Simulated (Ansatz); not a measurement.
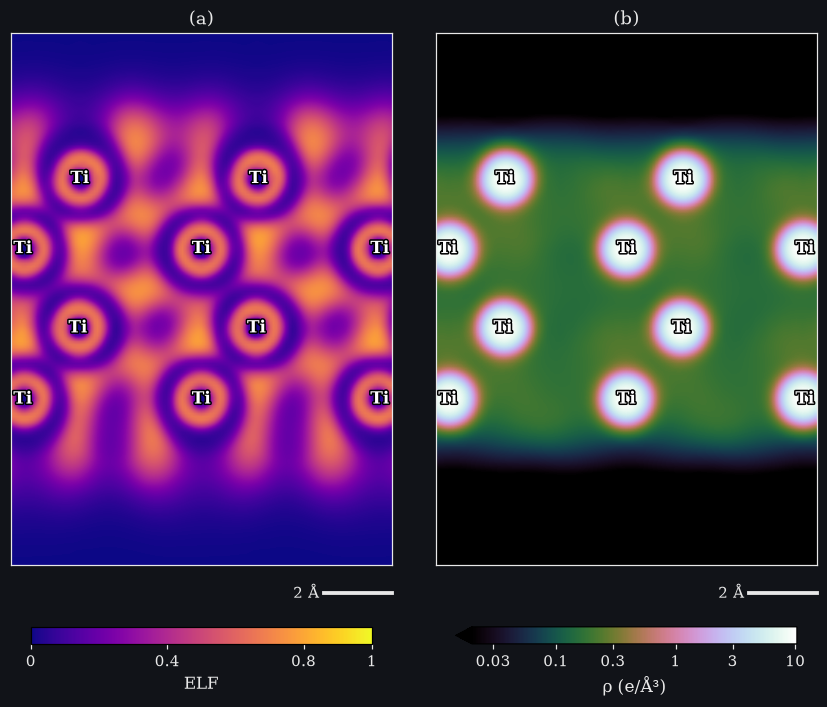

Figure 1: Ti (slab). (a) electron localisation function; (b) valence pseudo-density on the (010) plane of the calculation cell, a cut from vacuum to vacuum.

Not relaxed (largest force 1.2 eV/Å); computed without spin polarisation.

The calculation used DFT PBE, scalar-relativistic, plane waves, PAW in Ansatz.

In a PAW calculation such maps are meaningful between the atoms, not at the nuclei.

**What do the fields say about this system?**

- The plane passes through Ti nuclei.
- Ti–Ti (2.67 Å): ρ at the midpoint is about 0.23 e/Å³; the ELF is about 0.15 at the midpoint; no localised pair shows between them.
- Ti–Ti (2.87 Å): ρ at the midpoint is about 0.17 e/Å³; the ELF is about 0.15 at the midpoint: no shared electron pair shows on this line.
- The density dies away to nearly zero in the vacuum.
- The features right at Ti lie inside the PAW spheres, where the map follows smoothed inner orbitals and isn't to be read closely.
